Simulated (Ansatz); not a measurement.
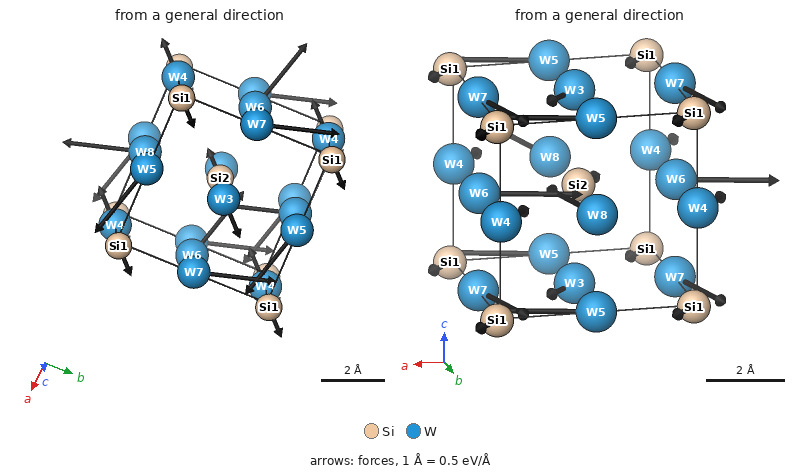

The crystal in a spheres-only representation, seen from two general directions. The frame is the simulation cell; atoms at its boundary are shown with their periodic copies. The arrows are the computed forces on the atoms.

System: SiW₃. Run with DFT PBE, scalar-relativistic, plane waves, PAW (Ansatz) and these settings: wavefunction cutoff 420 eV, 10×10×10 k-points, Gaussian smearing of 0.15 eV, no spin polarisation.

Judging by the arrows, is the geometry relaxed?

Answer. No. The atoms still feel forces of up to about 1.1 eV/Å, far above a usual threshold of 0.01 to 0.03 eV/Å.

Which atom is pushed hardest?

Answer. W5, W6, W7 and W8, about 1.1 eV/Å.

Mean force by element?

Answer. Mean magnitudes: about Si 0.33 eV/Å, W 0.87 eV/Å.

The initial geometry was a structure listed in the Materials Project. The cell was then strained or its atoms displaced on purpose. It was run through Ansatz as a DFT input.
